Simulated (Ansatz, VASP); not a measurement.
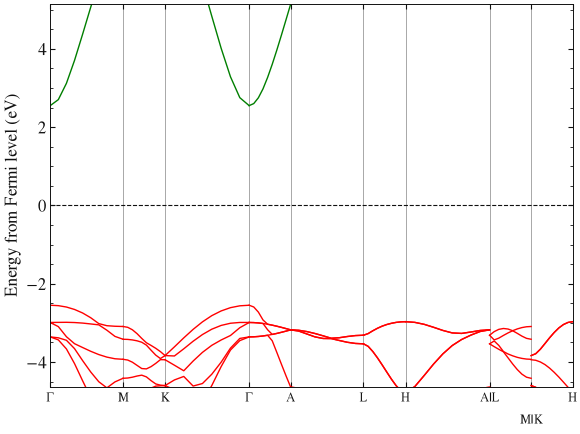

Band structure. Energies are counted from the Fermi level, put mid-gap where there is a gap.

**Which system does the plot belong to?**
A. wurtzite MgO, space group P6_3mc (No. 186), 4 atoms in the cell (a = 3.300 Å, c = 5.009 Å (hexagonal axes)); HSE06
B. NbAs, space group I4_1md (No. 109), 4 atoms in the primitive cell (a = 3.452 Å, c = 11.680 Å (tetragonal axes)); LDA
C. antifluorite-type Be$_{2}$C, space group Fm-3m, 3 atoms in the primitive cell (cubic a = 4.330 Å); PBE

A. The material is gapped. The gap along this path is 5.10 eV and direct: both edges lie at Γ. The top valence level at Γ is a single band, not degenerate (spin aside). A hexagonal (primitive) lattice: the path Γ–M–K–Γ–A–L–H–A|L–M|K–H runs through the special points of its Brillouin zone.

Computed with VASP 6.6.1: HSE06, VASP PAW PBE potentials, release 64 (Mg, O), no spin polarisation, no spin-orbit coupling, 6×6×4 k mesh, 520 eV cutoff.

The PAW data sets were made with another functional. The usual form of MgO is rocksalt. The cell was derived from a database entry in an earlier step, so it needn't be the measured one.
